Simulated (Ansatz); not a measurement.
**Mending a single-point calculation on C**

System: C (slab, 12 atoms in the cell).
Method of run 1: DFT, LDA, plane waves, PAW, PAW set soft_1 (Ansatz 0.2.0).

The structure derives from a Materials Project entry. Text and figures count atoms from 1; the logs count them from 0 in places.

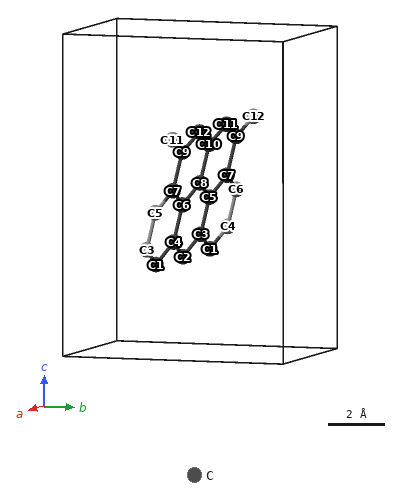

The input geometry (ball-and-stick view of the cell of the calculation, with the vacuum cut short, seen slightly off an axis; neighbours outside the cell are drawn fainter; atoms are numbered from 1 in the order of the input).

## Input, run 1
```yaml
crystal:
  lattice:
    - [4.8889075235, 0.0, 0.0]
    - [-1.2222268809, 8.7842777898, 0.0]
    - [0.0, 0.0, 22.747299925]
  atoms:
    - { symbol: C, position: [0.0193593843, 0.077437537, 0.1758450459] }
    - { symbol: C, position: [0.5193593842, 0.077437537, 0.1758450459] }
    - { symbol: C, position: [0.2741992303, 0.0967969212, 0.2059521363] }
    - { symbol: C, position: [0.7741992303, 0.0967969212, 0.2059521363] }
    - { symbol: C, position: [0.2838789224, 0.1355156897, 0.2661663168] }
    - { symbol: C, position: [0.7838789224, 0.1355156897, 0.2661663168] }
    - { symbol: C, position: [0.0386178296, 0.1544718076, 0.2954947895] }
    - { symbol: C, position: [0.5386178296, 0.1544718076, 0.2954947895] }
    - { symbol: C, position: [0.0488209147, 0.1952857701, 0.3583563417] }
    - { symbol: C, position: [0.5488209147, 0.1952857701, 0.3583563417] }
    - { symbol: C, position: [0.303107991, 0.212432538, 0.3845423393] }
    - { symbol: C, position: [0.803107991, 0.212432538, 0.3845423393] }
basis:
  ecutwfc: 420
kpoints:
  mp_grid: { grid: [6, 3, 1] }
hamiltonian:
  xc: lda
  pseudopotentials: { kind: paw, azcp: { folder: soft_1 } }
scf:
  occupations: { method: gaussian, width: 0.1 }
  convergence: { dr2_threshold: 0.0 }
  max_iter: 60
output:
  forces: true
  eigenvalues: true
efield:
  axis: 3
  dipole_correction: true
  ramp_width: 0.04
```

Launched with:
```bash
ansatz run input.yaml --threads 1 --pin off --max-ram 3072MiB --backend cpu --events-out ev --progress --plain --runs-dir out
```

Hardware: 1 thread of Arm Neoverse N1, 98 GiB of memory available, shared host.

## Output (run 1)
```
Error: invalid value for `scf.convergence.dr2_threshold`: must be finite and > 0; got 0 eV
```

> Diagnose this run and give a change of the input that cures it.

This input holds a deliberate fault: a threshold that can't be met (`scf.convergence.dr2_threshold`). The program refused the input: “invalid value for `scf.convergence.dr2_threshold`: must be finite and > 0; got 0 eV”

A run of the same system that converges differs from this input as follows (lines with − go, lines with + come):
```diff
-  convergence: { dr2_threshold: 0.0 }
-  max_iter: 60
```

## Output, shortened to warnings, some set-up lines, iterations and results (run 2)
```
Warning: [file] the record states the generating functional pbe (its physics header spells it `PBE`), which answers neither for hamiltonian.xc's functional nor for the lda family's — results may be inconsistent (PPs are generated against a specific XC)
Basis set: ecut = 420 eV, 19053 PW (Γ)
Symmetry: 2 space group operations
k-points: 10 of 18 (time reversal used)
Initial density: superposition of atomic densities (neutral atoms: chi_scale 0, normalization atom)
[...]
SCF iter   1: F=—  HF=-2908.756350 eV  |F-HF|=—  |Δ(HF+E_count)|=         —  Δρ=4.28e-2  dr2=1.82e1  ethr=3.10e-3  p=0.000 e·Å  D=1.45e-7 V/Å  ΔV_dip=-0.00 eV  …
SCF iter   2: F=—  HF=-2901.986853 eV  |F-HF|=—  |Δ(HF+E_count)|=    6.77e0  Δρ=1.37e-2  dr2=4.02e0  ethr=3.10e-3  p=0.108 e·Å  D=2.01e-2 V/Å  ΔV_dip=-0.46 eV  …
SCF iter   3: F=—  HF=-2901.666275 eV  |F-HF|=—  |Δ(HF+E_count)|=   3.21e-1  Δρ=5.16e-3  dr2=1.12e0  ethr=3.10e-3  p=0.067 e·Å  D=1.24e-2 V/Å  ΔV_dip=-0.28 eV  …
SCF iter   4: F=—  HF=-2901.581513 eV  |F-HF|=—  |Δ(HF+E_count)|=   8.48e-2  Δρ=3.78e-3  dr2=3.67e-1  ethr=2.33e-3  p=0.095 e·Å  D=1.75e-2 V/Å  ΔV_dip=-0.40 eV  …
SCF iter   5: F=—  HF=-2901.557053 eV  |F-HF|=—  |Δ(HF+E_count)|=   2.45e-2  Δρ=3.45e-3  dr2=4.27e-1  ethr=7.65e-4  p=0.098 e·Å  D=1.82e-2 V/Å  ΔV_dip=-0.41 eV  …
[... 5 lines ...]
SCF iter  11: F=—  HF=-2901.531417 eV  |F-HF|=—  |Δ(HF+E_count)|=   3.28e-5  Δρ=4.46e-5  dr2=2.66e-5  ethr=3.44e-7  p=0.094 e·Å  D=1.74e-2 V/Å  ΔV_dip=-0.40 eV  …
SCF iter  12: F=—  HF=-2901.531413 eV  |F-HF|=—  |Δ(HF+E_count)|=   3.90e-6  Δρ=1.97e-5  dr2=6.63e-6  ethr=5.55e-8  p=0.094 e·Å  D=1.74e-2 V/Å  ΔV_dip=-0.40 eV  …
SCF iter  13: F=—  HF=-2901.531415 eV  |F-HF|=—  |Δ(HF+E_count)|=   2.56e-6  Δρ=4.39e-6  dr2=5.25e-7  ethr=1.38e-8  p=0.094 e·Å  D=1.74e-2 V/Å  ΔV_dip=-0.40 eV  …
SCF iter  14: F=-2901.531416 eV  HF=-2901.531416 eV  |F-HF|=6.46e-9  |Δ(HF+E_count)|=   2.63e-7  Δρ=1.52e-6  dr2=4.55e-8  ethr=2.08e-10  p=0.094 e·Å  D=1.74e-2 V/Å  …
SCF 1 converged in 14 iterations: F = -2901.531416 eV  dr2 = 4.55e-8
SCF converged after 14 iterations
Free energy (F): -2901.531416 eV
Harris-Foulkes:  -2901.531416 eV  (|F-HF|=6.46e-9)
Internal energy: -2901.471379 eV  (E = F + TS)
E sigma→0 (E₀):  -2901.501397 eV
Entropy (-TS):   -0.060037 eV (-5.003 meV/atom)
Fermi energy:    -4.728053 eV
Dipole field:    D = 0.017399 V/Å  (p = 0.093930 e·Å, saw-weighted, corrected)
Work function:   Φ+ = 6.0166 eV   Φ− = 6.4124 eV
Levels:          The Fermi level and band energies are counted from a zero that moves with the ramp; work functions are not
--- Per-component energies (eV) ---
  E_band       = -614.591162
  E_kinetic    = 1043.107855
  E_local      = -15984.306891  (includes V_loc(G=0)·N_el)
  E_nonlocal   = 300.314303
  E_hartree    = 7403.013956
  E_xc         = -548.559137
  E_vxc        = -677.559243  (∫ρ·V_xc dr)
  E_paw        = -1109.872564  (= ΣΔE_a)
  E_vpaw       = -102.165003  (= ΣTr[D̂ρ^β])
  E_aug_tail   = 0.000152  (compensation charges beyond the density's cutoff)
  E_efield     = 0.000817  (sawtooth field / dipole correction)
  E_vefield    = -0.014814  (∫n·V_field dr)
  E_ewald      = 5994.076140
  E_core_change = 0.753990  (= ΣΔE_core)
  E_smearing   = -0.060037  (= −TS)
  E_closure    = 0.000000  (closes the sum)
  Σ components = -2901.531416   (vs F -2901.531416, Δ=0.00e0)
--- Forces (eV/Å), atoms counted from 1 ---
  atom   1  C      0.00001597     0.43553196     1.77864846
  atom   2  C      0.00001597     0.43553196     1.77864846
  atom   3  C     -0.00001649    -0.81794780    -3.29780921
  atom   4  C     -0.00001649    -0.81794780    -3.29780921
  atom   5  C     -0.00001447     0.37940648     1.50692959
  atom   6  C     -0.00001447     0.37940648     1.50692959
  atom   7  C     -0.00000654     0.00180371     0.01043539
  atom   8  C     -0.00000654     0.00180371     0.01043539
  atom   9  C      0.00013749    -0.00018496    -0.01108060
  atom  10  C      0.00013749    -0.00018496    -0.01108060
  atom  11  C     -0.00012217     0.00134869     0.01328865
  atom  12  C     -0.00012217     0.00134869     0.01328865
  max |Σ_I F_I| component: 8.25e-4 eV/Å
```

## The two runs side by side

| quantity | run 1 | run 2 |
| --- | --- | --- |
| outcome | refused | converged |
| free energy per atom (eV) | – | −241.7943 |
| gap on the mesh (eV) | – | 0.10 |
| work function (eV) | – | 6.02 |
| largest force (eV/Å) | – | 3.398 |
| SCF iterations | – | 14 |
| irreducible k-points | – | 10 |
| plane waves at Γ | – | 19053 |

Notes on run 2: The program warns: the PAW datasets were made with another functional.
